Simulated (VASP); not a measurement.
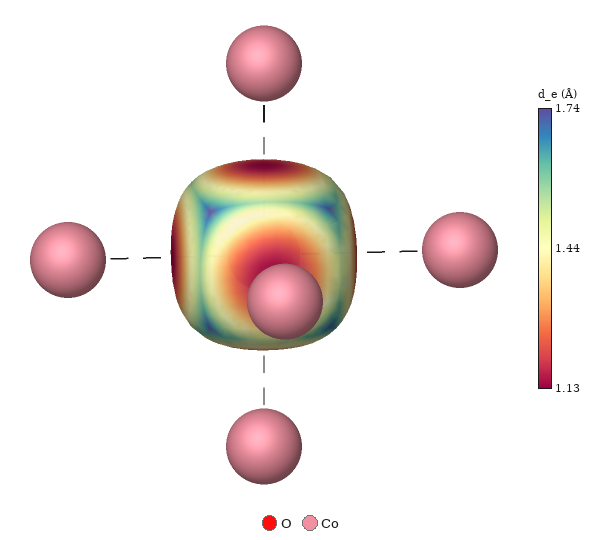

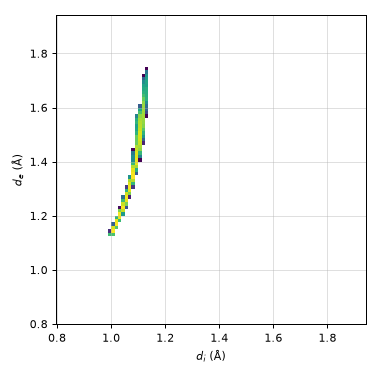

Hirshfeld surface computed for one O atom in CoO (Fm-3m, No. 225), coloured by d_e. Dashed lines lead to the closest neighbours outside. The second picture is its fingerprint plot, coloured by area on a logarithmic scale (dark little, yellow much).

The surface is where the fragment's share of the procrystal density (the sum of the densities of spherically averaged neutral Hartree-Fock atoms) equals one half. d_i and d_e are the distances from the surface to the nearest nucleus inside and outside.

Origin of the cell: an entry of the Crystallography Open Database, as set up for an electronic-structure calculation.

```cif
data_structure
_symmetry_space_group_name_H-M 'Fm-3m'
_symmetry_Int_Tables_number 225
_cell_length_a 4.2630
_cell_length_b 4.2630
_cell_length_c 4.2630
_cell_angle_alpha 90.000
_cell_angle_beta 90.000
_cell_angle_gamma 90.000
_cell_volume 77.47
loop_
_atom_site_label
_atom_site_type_symbol
_atom_site_symmetry_multiplicity
_atom_site_Wyckoff_symbol
_atom_site_fract_x
_atom_site_fract_y
_atom_site_fract_z
_atom_site_occupancy
Co1 Co 4 a 0.00000 0.00000 0.00000 1
O1 O 4 b 0.50000 0.00000 0.00000 1
```

Q: What is the shortest distance from the fragment to an atom outside it?

A: O–Co, 2.13 Å.

Q: How is the surface shared among contacts (nearest atom inside ··· nearest atom outside)?

A: O···Co 100 %. The surface faces 6 neighbours with more than 2 % of its area each: 6 Co.

Q: Give the size and shape of the surface.

A: It encloses about 5.3 Å³, has an area of about 15 Å² and a globularity of 1.00 (1 for a sphere).

Q: Where does the fingerprint reach closest to the origin?

A: The smallest d_i + d_e is about 2.1 Å, which belongs to the shortest contact, O···Co at 2.13 Å; d_e runs from 1.13 to 1.74 Å.
